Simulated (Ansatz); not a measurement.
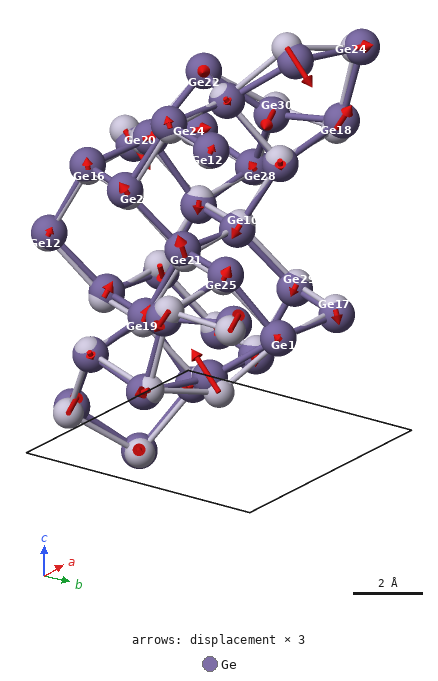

This is a relaxation of a slab of composition Ge₃₂. The starting structure is drawn faded, the final one solid; red arrows show the displacements, magnified 3 times.

Style: ball-and-stick. Shown: the cell of the calculation, outlined in the plane, without the vacuum (origin shifted), from a free direction.

The calculation used Ansatz 0.2.0, DFT, PBEsol, PAW, plane waves.

Input
```yaml
crystal:
  lattice:
    - [5.675592, 5.675592, 0.000000]
    - [-5.675592, 5.675592, 0.000000]
    - [0.000000, 0.000000, 23.932286]
  atoms:
    - { symbol: Ge, position: [0.999547, 0.091996, 0.281954] }
    - { symbol: Ge, position: [0.999952, 0.998411, 0.530440] }
    - { symbol: Ge, position: [0.500848, 0.412204, 0.279061] }
    - { symbol: Ge, position: [0.508009, 0.495518, 0.529550] }
    - { symbol: Ge, position: [0.245676, 0.002485, 0.351499] }
    - { symbol: Ge, position: [0.255084, 0.002196, 0.589619] }
    - { symbol: Ge, position: [0.743450, 0.501954, 0.352568] }
    - { symbol: Ge, position: [0.746089, 0.499751, 0.588748] }
    - { symbol: Ge, position: [0.995697, 0.407850, 0.304097] }
    - { symbol: Ge, position: [0.999936, 0.499632, 0.530092] }
    - { symbol: Ge, position: [0.500194, 0.092972, 0.305697] }
    - { symbol: Ge, position: [0.496889, 0.003102, 0.530540] }
    - { symbol: Ge, position: [0.251780, 0.497903, 0.351954] }
    - { symbol: Ge, position: [0.247676, 0.497949, 0.587016] }
    - { symbol: Ge, position: [0.753167, 0.003107, 0.351533] }
    - { symbol: Ge, position: [0.748197, 0.001767, 0.590583] }
    - { symbol: Ge, position: [0.246239, 0.747520, 0.411790] }
    - { symbol: Ge, position: [0.250650, 0.749410, 0.648422] }
    - { symbol: Ge, position: [0.751876, 0.246076, 0.409963] }
    - { symbol: Ge, position: [0.750077, 0.252413, 0.649411] }
    - { symbol: Ge, position: [0.000798, 0.252688, 0.468745] }
    - { symbol: Ge, position: [0.000559, 0.339391, 0.719778] }
    - { symbol: Ge, position: [0.501410, 0.751901, 0.469475] }
    - { symbol: Ge, position: [0.498125, 0.655360, 0.719454] }
    - { symbol: Ge, position: [0.248095, 0.244864, 0.411361] }
    - { symbol: Ge, position: [0.248341, 0.251753, 0.649071] }
    - { symbol: Ge, position: [0.752397, 0.751705, 0.411847] }
    - { symbol: Ge, position: [0.750093, 0.748116, 0.647993] }
    - { symbol: Ge, position: [0.004112, 0.749169, 0.471059] }
    - { symbol: Ge, position: [0.998909, 0.659101, 0.696172] }
    - { symbol: Ge, position: [0.501370, 0.250809, 0.469233] }
    - { symbol: Ge, position: [0.500615, 0.346117, 0.695346] }
kpoints:
  mp_grid: { grid: [3, 3, 1] }
hamiltonian:
  xc: pbesol
scf:
  occupations: { method: fermi_dirac, width: 0.01 }
relax:
  f_tol: 0.03
  max_steps: 80
  escape_saddle: false
  adjacent_minimum: "off"
output:
  forces: true
  eigenvalues: true
  populations: true
```

Run as
```bash
ansatz run in.yaml --threads 8 --pin off --max-ram 118750MiB --runs-dir r --events-out ev --progress --plain --backend cuda --devices 0, --max-vram 170GiB
```

> What happened in the run?

The energy falls by 2.070 eV per cell of the calculation in 6 geometry steps. The largest force component goes from 0.94 to 0.027 eV/Å. The largest move relative to the layer's centre is that of Ge9, 0.51 Å at 32° to the normal (+c side). The cell doesn't change. Near-neighbour distances that change, for instance: Ge24–Ge28 2.751 → 2.534 Å, Ge3–Ge13 2.741 → 2.531 Å, Ge18–Ge24 2.721 → 2.520 Å, Ge3–Ge7 2.721 → 2.530 Å. Bond angles that change, for instance: Ge11–Ge5–Ge25 91.1° → 73.7°, Ge14–Ge18–Ge30 91.6° → 74.3°, Ge9–Ge7–Ge19 89.1° → 74.6°. The run took 7.6 s on 1 × NVIDIA GB200 with 8 threads of Arm Neoverse-V2, peak memory 2.5 GiB.
